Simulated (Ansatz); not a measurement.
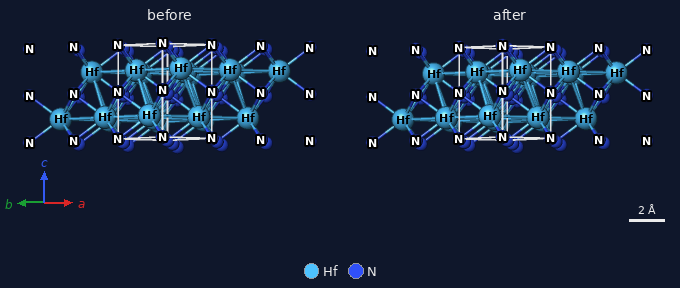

The structure of a crystal of HfN (set up in P6_3/mmc) before (left) and after (right) a relaxation, at one scale.

Style: ball-and-stick. Shown: the cell of the calculation, repeated 3 × 3 × 1 with one cell outlined, from a free direction.

The run lets cell and atoms move.

Theory: Kohn-Sham DFT of a periodic cell, PBEsol, Ansatz PAW in Ansatz 0.2.0.

Input file:
```yaml
crystal:
  lattice:
    - [3.1339080219, 0.0, 0.0]
    - [-1.566954011, 2.7140439601, 0.0]
    - [0.0, 0.0, 5.41676772]
  atoms:
    - { symbol: Hf, position: [0.3333333333, 0.6666666667, 0.25] }
    - { symbol: Hf, position: [0.6666666667, 0.3333333333, 0.75] }
    - { symbol: "N", position: [0.0, 0.0, 0.5] }
    - { symbol: "N", position: [0.0, 0.0, 0.0] }
hamiltonian:
  xc: pbesol
  pseudopotentials: { kind: paw }
kpoints:
  mp_grid: { grid: [10, 10, 5] }
scf:
  occupations: { method: fermi_dirac, width: 0.05 }
output:
  forces: true
  stress: true
  eigenvalues: true
relax:
  f_tol: 0.01
  max_steps: 40
  cell: { stress_tol: 0.05, p_target: 20.0 }
```

Run as
```bash
ansatz run input.yaml --threads 2 --pin off --max-ram 5632MiB --backend cpu --events-out ev --progress --plain --runs-dir out
```

### Describe what moved and what it gained.

The atoms keep their places relative to the cell (all moves are under 0.005 Å). The volume changes by −7.0 %, with a = b 3.134 → 3.061 Å (−2.3 %), c 5.417 → 5.283 Å (−2.5 %). Among the contacts that change: Hf–Hf 3.257 → 3.178 Å, Hf–Hf 3.134 → 3.061 Å, Hf–N 2.260 → 2.206 Å. The space group stays P6_3/mmc (No. 194). After 6 accepted moves (8 points after the start) the energy has risen by 40.3 meV per atom. With the target pressure of 20 GPa, the enthalpy E + pV changes by −59.6 meV per atom. All forces vanish by symmetry, so only the cell relaxes. Pressure: −2.48 GPa at the start and 19.99 GPa at the end. At 2 points the geometry stayed and the basis and grid were re-selected for the new cell (energy shift of 2.0 meV per atom at most each time).
